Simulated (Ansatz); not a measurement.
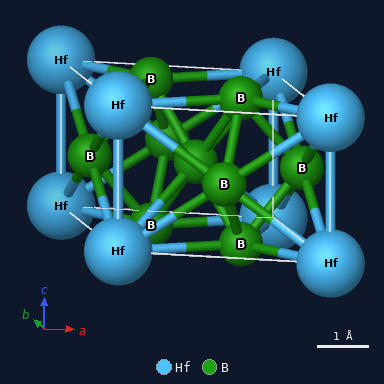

Drawn in the ball-and-stick manner and seen slightly off an axis. The edges of the conventional unit cell are marked. Cell: a = 4.33 Å, b = 4.33 Å, c = 2.94 Å, α = 90.00°, β = 90.00°, γ = 120.00°.

The initial geometry was a structure type filled with these elements by a generator (whether the compound takes this form wasn't checked). Earlier steps of the study may have refined or changed the cell and positions. Ansatz was used for an electronic-structure calculation on it.

What is this?

Answer. This is HfB5. The space group is P6/mmm (No. 191); the lattice is primitive hexagonal. Its structure type: CaCu₅ type. The cell has 6 atoms, namely 1 Hf, 5 B. By contacts within bonding range, the coordination numbers are Hf 20 and B 8 to 9 (mean 8.4).

The calculation used DFT PBE, scalar-relativistic, plane waves, PAW (Ansatz), with plane-wave cutoff 420 eV, a 12×12×12 k-point grid, Gaussian smearing of 0.1 eV, no spin polarisation.

Does it come out as a metal, or with a gap?

Answer. A metal: bands cross the Fermi level.

State the Bader charges by element.

Answer. Hf +1.54 e; B -0.52 to -0.16 e.

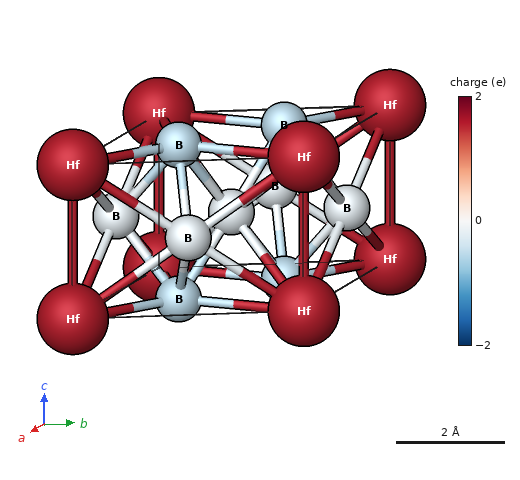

The atoms coloured by those charges. The run's cell of 6 atoms is drawn.

Is this the optimised geometry for these settings?

Answer. Yes. All forces vanish to within 0.01 eV/Å. The pressure is 0.0 GPa, close to zero.
